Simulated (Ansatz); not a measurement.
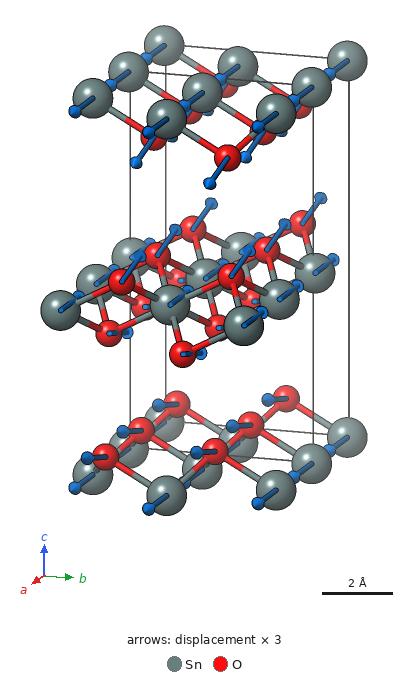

This is a relaxation of crystalline SnO₂ (set up in C222_1). The starting structure is drawn; blue arrows show the displacements (the part carried along by the change of the cell is left out), 3 times their true length.

The picture is a ball-and-stick view of the conventional cell (2 times the calculation's cell), repeated 3 × 1 × 1 with one cell outlined, seen slightly off an axis. Lengths and directions refer to the drawn axes.

Case: mode 1 (-13.0 1/cm) frozen in at 0.15 Å; cell and atoms relaxed.

The calculation used Ansatz 0.2.0, DFT r2SCAN, scalar-relativistic, plane waves, PAW.

Input file:
```yaml
crystal:
  lattice:
    - [3.1886189635, 0.0, 0.0]
    - [-1.5943094818, 2.7614250254, 0.0]
    - [0.0, 0.0, 11.109415483]
  atoms:
    - { symbol: Sn, position: [-0.0468503721, 0.0, 0.5] }
    - { symbol: Sn, position: [0.0468503721, 0.0, 0.0] }
    - { symbol: O, position: [0.6196243572, 0.3333333333, 0.4107672637] }
    - { symbol: O, position: [0.7137089761, 0.3333333333, 0.0892327363] }
    - { symbol: O, position: [0.2862910239, 0.6666666667, 0.5892327363] }
    - { symbol: O, position: [0.3803756428, 0.6666666667, 0.9107672637] }
basis:
  ecutwfc: 500
kpoints:
  mp_grid: { grid: [12, 12, 2] }
hamiltonian:
  xc: r2scan
scf:
  occupations: { method: gaussian, width: 0.05 }
output:
  forces: true
  stress: true
  eigenvalues: true
relax:
  adjacent_minimum: "off"
  f_tol: 0.008
  max_steps: 80
  cell: { stress_tol: 0.08 }
```

Launched with:
```bash
ansatz run input.yaml --threads 2 --pin off --max-ram 5120MiB --backend cpu --events-out ev --progress --plain --runs-dir out
```

Question: What happened in the run?

Answer: The largest moves relative to the cell, 0.67 Å, are those of O3, O4, O5 and O6. O6 goes roughly along +a. Largest moves by element: O 0.67 Å, Sn 0.65 Å. The volume changes by −14.8 %, with a 3.189 → 3.204 Å (+0.5 %), b 5.523 → 5.518 Å (−0.1 %), c 11.109 → 9.428 Å (−15.1 %). The space group stays C222_1 (No. 20). After 12 accepted moves (14 points after the start) the energy has fallen by 12.7 meV per atom. Largest force component: 0.011 eV/Å at the start, 0.0018 eV/Å at the end. The pressure goes from 0.00 to 0.02 GPa. The line search rejected the trial step at point 11 of the run. At 1 point the geometry stayed and the basis and grid were re-selected for the new cell (energy shift of 1.0 meV per atom at most each time).

Limits of the set-up: layers or molecules are held without a dispersion correction, so their spacing is unreliable.
